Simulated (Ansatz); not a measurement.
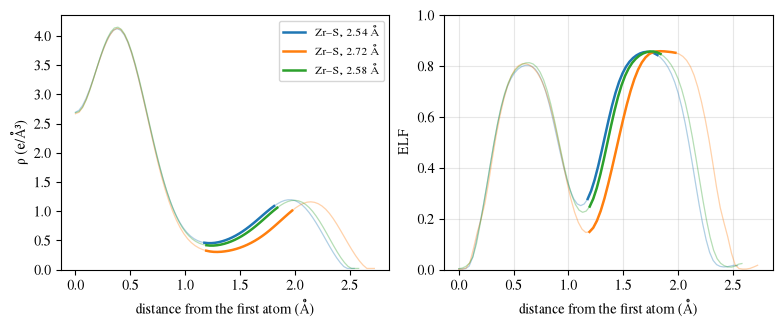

Zr5S9 (cell with a defect). Valence electron density and electron localisation function along straight lines between neighbouring atoms. Thin, pale parts lie inside the atomic spheres.

Theory: Ansatz, DFT PBE, scalar-relativistic, plane waves, PAW.

In a PAW calculation such maps are meaningful between the atoms, not at the nuclei.

```
CELL_PARAMETERS angstrom
5.52781 3.19148 6.75791
-5.52781 3.19148 6.75791
0.00000 -6.38297 6.75791
ATOMIC_POSITIONS crystal
Zr 0.99327 0.34008 0.66716
Zr 0.99294 0.66789 0.33948
Zr 0.33765 0.99573 0.66702
Zr 0.00329 0.00575 0.00483
Zr 0.32726 0.32968 0.32916
Zr 0.66547 0.66782 0.66697
Zr 0.33818 0.66825 0.99460
Zr 0.66538 0.99544 0.33951
Zr 0.66578 0.34051 0.99479
S 0.48102 0.48339 0.81738
S 0.48095 0.81804 0.48240
S 0.81956 0.15177 0.82132
S 0.47144 0.14394 0.14292
S 0.81567 0.48330 0.48239
S 0.14932 0.82196 0.82130
S 0.81961 0.82197 0.15078
S 0.14127 0.14357 0.47260
S 0.14150 0.47381 0.14295
S 0.18154 0.51361 0.51282
S 0.18943 0.86203 0.19097
S 0.51126 0.18403 0.51282
S 0.18959 0.19188 0.86129
S 0.51124 0.51365 0.18345
S 0.85000 0.85242 0.51698
S 0.51550 0.85261 0.85149
S 0.85970 0.19188 0.19107
S 0.85022 0.51786 0.85160
Zr 0.16600 0.16845 0.16733
```

What can be read from the curves?

Answer. Zr–S (2.54 Å): ρ is about 0.46 e/Å³ halfway; the ELF peaks at about 0.85 in the valence shell of S, 0.8 Å from its nucleus, and is about 0.40 at the midpoint.
Zr–S (2.72 Å): the density is about 0.31 e/Å³ at the midpoint; the ELF peaks at about 0.85 in the valence shell of S, 0.9 Å from its nucleus, and is about 0.35 at the midpoint.
Zr–S (2.58 Å): ρ at the midpoint is about 0.42 e/Å³; the ELF peaks at about 0.85 in the valence shell of S, 0.8 Å from its nucleus, and is about 0.35 at the midpoint.
